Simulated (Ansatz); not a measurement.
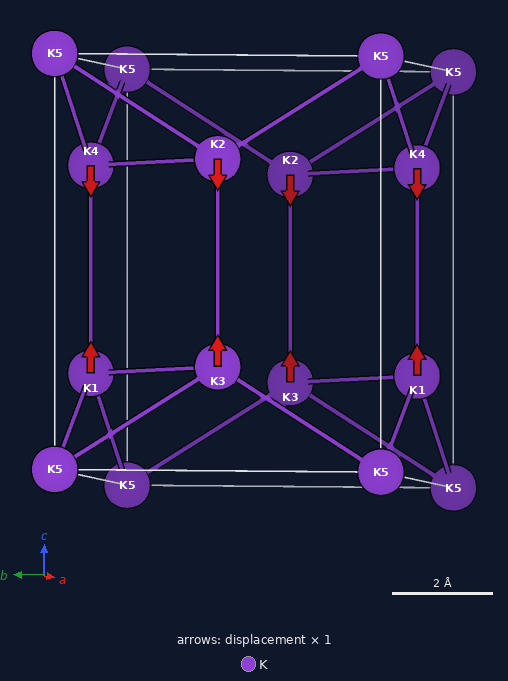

This is a relaxation of a crystal of K (set up in Cmmm). The starting structure is drawn; red arrows show the displacements (the part carried along by the change of the cell is left out), at their true length.

Style: ball-and-stick. Shown: the cell of the calculation, from a free direction.

Theory: DFT PBE, scalar-relativistic, plane waves, PAW (Ansatz 0.2.0).

Input file:
```yaml
crystal:
  lattice:
    - [3.701, -5.524, 0.0]
    - [3.701, 5.524, 0.0]
    - [0.0, 0.0, 8.367]
  atoms:
    - { symbol: K, position: [0.5, 0.0, 0.25] }
    - { symbol: K, position: [0.0, 0.5, 0.75] }
    - { symbol: K, position: [0.0, 0.5, 0.25] }
    - { symbol: K, position: [0.5, 0.0, 0.75] }
    - { symbol: K, position: [0.0, 0.0, 0.0] }
basis:
  ecutwfc: 420
kpoints:
  mp_grid: { grid: [6, 6, 4] }
hamiltonian:
  xc: pbe
scf:
  occupations: { method: gaussian, width: 0.1 }
output:
  forces: true
  stress: true
  eigenvalues: true
relax:
  adjacent_minimum: "off"
  f_tol: 0.005
  max_steps: 80
  cell: { stress_tol: 0.05 }
```

Command:
```bash
ansatz run input.yaml --threads 1 --pin off --max-ram 2560MiB --backend cpu --events-out ev --progress --plain --runs-dir out
```

> Describe the change and its energy.

After 17 accepted moves (20 points after the start) the energy has fallen by 170 meV per atom. Largest force component: 0.24 eV/Å at the start, 0.001 eV/Å at the end. The pressure goes from 1.40 to 0.00 GPa. The line search rejected the trial step at point 9 of the run. At 2 points the geometry stayed and the basis and grid were re-selected for the new cell (energy shift of 7.7 meV per atom at most each time). The largest moves relative to the cell, 0.66 Å, are those of K1, K2, K3 and K4. K1 goes along +c. The volume changes by +23.6 %, with a = b 6.649 → 6.122 Å (−7.9 %), c 8.367 → 11.281 Å (+34.8 %), γ 112.4° → 89.9°. Some distances before and after: K1–K3 5.524 → 4.325 Å, K1–K5 3.928 → 4.637 Å, K1–K3 (another image) 3.701 → 4.332 Å, K1–K4 4.183 → 4.314 Å. Among the angles between lasting bonds that change: K5–K1–K5 115.6° → 82.6°, K4–K1–K5 122.2° → 138.7°. The space group stays Cmmm (No. 65). Cost: 7.8 min on 1 thread of Arm Neoverse V1 (shared host), peak memory 0.69 GiB.
